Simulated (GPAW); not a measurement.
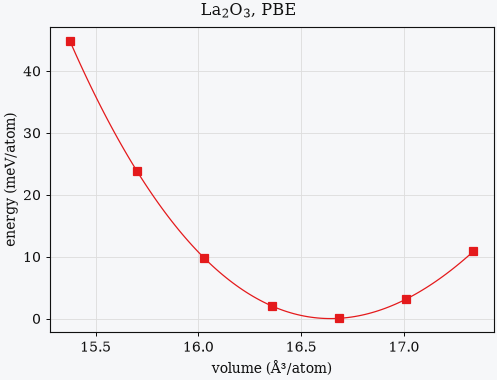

The picture above shows the energy against volume for La₂O₃, space group P-3m1 (No. 164).

Structure:
```
CELL_PARAMETERS angstrom
3.93078 0.00000 0.00000
-1.96539 3.40415 0.00000
0.00000 0.00000 6.11195
ATOMIC_POSITIONS crystal
La 0.33333 0.66667 0.24624
La 0.66667 0.33333 0.75376
O 0.00000 0.00000 0.00000
O 0.33333 0.66667 0.64589
O 0.66667 0.33333 0.35411
```

How it was computed, with GPAW 26.7.0: PAW DFT in plane waves, on a grid or in atomic orbitals, no spin polarisation; energies at scaled volumes of the given cell, shape and fractions fixed, counted from the fit's minimum, third-order Birch-Murnaghan fit. Level: PBE.

| setting | value |
| --- | --- |
| k mesh | 5×5×3 |
| occupations | Fermi–Dirac |
| smearing width | 0.05 eV |
| potentials | GPAW PAW data sets (gpaw data 1.2.1) |
| wave cutoff | 800 eV |
| program settings | basis pw |

From this curve and the settings, what does the calculation give for the pressure at the same points?

The pressure falls from 12.04 GPa at volume 15.38 Å³/atom to −4.93 GPa at 17.34 Å³/atom, and changes sign near 16.63 Å³/atom.

| volume (Å³/atom) | pressure (GPa) |
| --- | --- |
| 15.38 | 12.04 |
| 15.70 | 8.42 |
| 16.03 | 5.16 |
| 16.36 | 2.23 |
| 16.68 | −0.41 |
| 17.01 | −2.79 |
| 17.34 | −4.93 |

Limits of the calculation: compensation charges of f shells cut short; shape and atomic fractions are frozen while scaling, which makes layered, chain and framework solids too stiff.
